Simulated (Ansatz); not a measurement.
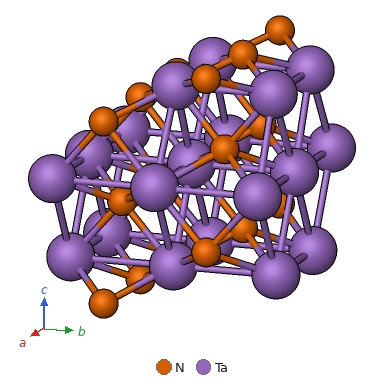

System: H on a slab of content TaN. The picture shows the clean slab (repeated in the plane, vacuum cut away).

Starting cell:
```xyz
12
Lattice="2.9017 0.0000 0.0000 0.0000 5.8915 0.0000 0.0000 0.0000 23.7011" Properties=species:S:1:pos:R:3 pbc="T T T"
N     0.0000    1.4729    8.4999
Ta    1.4508    0.0000    9.3375
Ta    1.4508    2.9457    9.3375
N     0.0000    4.4186   10.1754
N     1.4508    1.4729   11.0130
Ta    0.0000    0.0058   11.8491
Ta    0.0000    2.9399   11.8491
N     1.4508    4.4186   12.7040
N     0.0000    1.4729   13.5611
Ta    1.4508   -0.0765   14.3503
Ta    1.4508    3.0222   14.3503
N     0.0000    4.4186   14.9945
```

Input of one of the runs behind the figure:
```
crystal:
  lattice:
    - [2.9016586662, 0.0, 0.0]
    - [0.0, 5.8915240703, 0.0]
    - [0.0, 0.0, 25.7010936481]
  atoms:
    - { symbol: "N", position: [0.0, 0.25, 0.3307252258] }
    - { symbol: Ta, position: [0.5, 0.0, 0.3633167068] }
    - { symbol: Ta, position: [0.5, 0.5, 0.3633167068] }
    - { symbol: "N", position: [0.0, 0.75, 0.3959081879] }
    - { symbol: "N", position: [0.5, 0.25, 0.4284996689] }
    - { symbol: Ta, position: [0.0, 0.0009880139, 0.4610333822] }
    - { symbol: Ta, position: [0.0, 0.4990119861, 0.4610333822] }
    - { symbol: "N", position: [0.5, 0.75, 0.4943033698] }
    - { symbol: "N", position: [0.0, 0.25, 0.5276441358] }
    - { symbol: Ta, position: [0.5, -0.012975881, 0.5583506269] }
    - { symbol: Ta, position: [0.5, 0.512975881, 0.5583506269] }
    - { symbol: "N", position: [0.0, 0.75, 0.583414376] }
    - { symbol: H, position: [0.0, 0.75, 0.6231014031] }
basis:
  ecutwfc: 500
kpoints:
  mp_grid: { grid: [10, 5, 1] }
hamiltonian:
  xc: r2scan
scf:
  occupations: { method: gaussian, width: 0.1 }
output:
  forces: true
  eigenvalues: true
  write_density: true
  write_potential: true
  elf: true
  volumetric_format: npy
relax:
  adjacent_minimum: "off"
  f_tol: 0.03
  max_steps: 70
  constraints: [{ sites: [0, 1, 2, 3, 4] }]
efield:
  axis: 3
  dipole_correction: true
  ramp_width: 0.04
```

Launched with:
```bash
ansatz run input.yaml --threads 4 --pin off --max-ram 10240MiB --backend cpu --events-out ev --progress --plain --runs-dir out
```

Computed with Ansatz 0.2.0: adsorption at several starting sites on a slab cut from the named crystal, one adsorbate a surface cell, the lower planes held, the adsorption energy counts from the clean slab and the free, spin-polarised adsorbate, negative where bound, plane waves with PAW datasets, Γ-centred k mesh. Level: r2SCAN, no spin polarisation.

```
                   setting             value
           crystal formula               TaN
crystal space group number               194
            Miller index h                 1
            Miller index k                 0
            Miller index l                 0
                 top plane                 N
              bottom plane                 N
                    planes                 9
              surface cell            (1, 1)
     slab thickness as cut             6.7 Å
                    vacuum              17 Å
              surface area          17.09 Å²
               wave cutoff            500 eV
                    k mesh            10×5×1
               occupations          Gaussian
            smearing width            0.1 eV
                  boundary  dipole corrected
                 adsorbate                 H
```

Sites are named by a rule of distances and placed in fractions of the cell vectors a and b; the slab's top layers relax too; key: 1 = top site at (0.00, 0.75); 2 = hollow site at (0.50, 0.75).

Describe the result: the adsorption energy of each starting site.

Among these starts the lowest is no. 1, at −2.392 eV; no. 2 is 2.303 eV higher.

```csv
starting site,adsorption energy (eV)
no. 1,-2.392
no. 2,-0.089
```

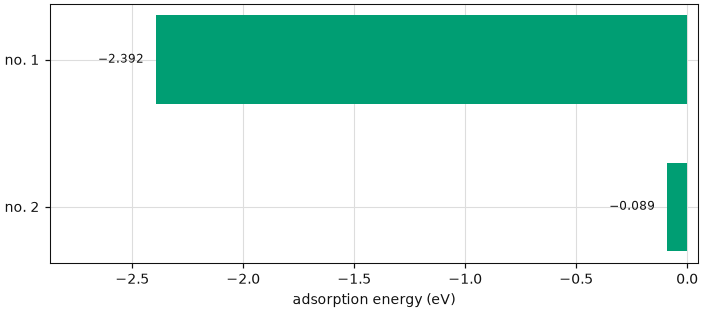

Keep in mind: no spin polarisation, a magnetic state may lie lower; open-shell adsorbate run without spin; xc potential rough in thin density.
